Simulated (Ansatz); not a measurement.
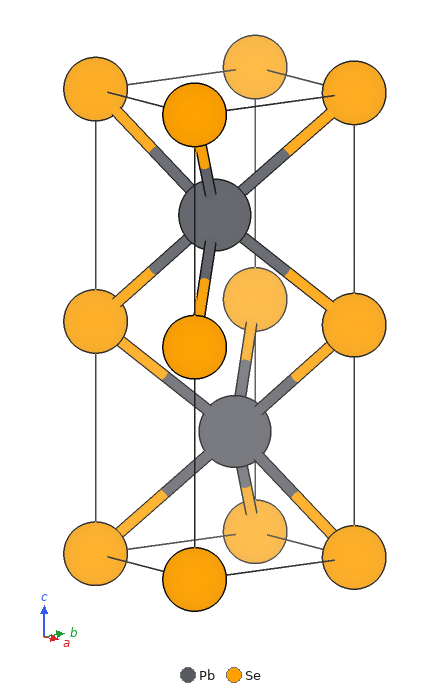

Ball-and-stick drawing of the structure, looking slightly off an axis. The conventional unit cell is outlined; an atom on or near a face, edge or corner is repeated at each equivalent position. Cell: a = 4.27 Å, b = 4.27 Å, c = 7.65 Å, α = 90.00°, β = 90.00°, γ = 120.00°.

The model was built from a structure type filled with these elements by a generator (whether the compound takes this form wasn't checked). Earlier steps of the study may have refined or changed the cell and positions. A calculation with Ansatz used it as input.

> State composition, symmetry and coordination.

The structure is one of PbSe. Space group: P6_3/mmc (No. 194). Lattice: primitive hexagonal. Prototype: anti-NiAs type. Counting shared atoms by their share gives 2 Pb, 2 Se, or 4 atoms. Each Pb is bonded to six Se in a distorted trigonal prismatic arrangement at about 3.1 Å. Each Se is bonded to six Pb in an octahedral arrangement at about 3.1 Å. The bonds build a three-dimensional framework.

Electronic-structure method: Ansatz 0.2.0, DFT PBE, scalar-relativistic, plane waves, PAW. Parameters: wavefunction cutoff 420 eV, a 12×12×6 k-point grid, Gaussian smearing of 0.01 eV, no spin polarisation.

> Metal or not?

A semiconductor at this level, with a gap of 0.20 eV, indirect.

> Give the Bader charge of each element.

Pb +0.87 e; Se -0.87 e.

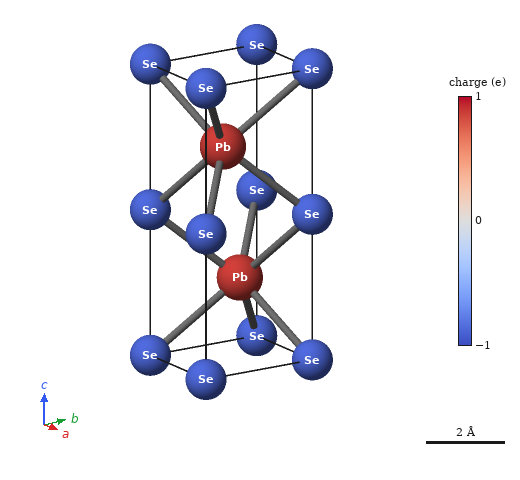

The atoms coloured by those charges. The run's cell of 4 atoms is drawn.

> Is this the optimised geometry for these settings?

Yes. All forces vanish to within 0.01 eV/Å. The pressure is 0.0 GPa, close to zero.
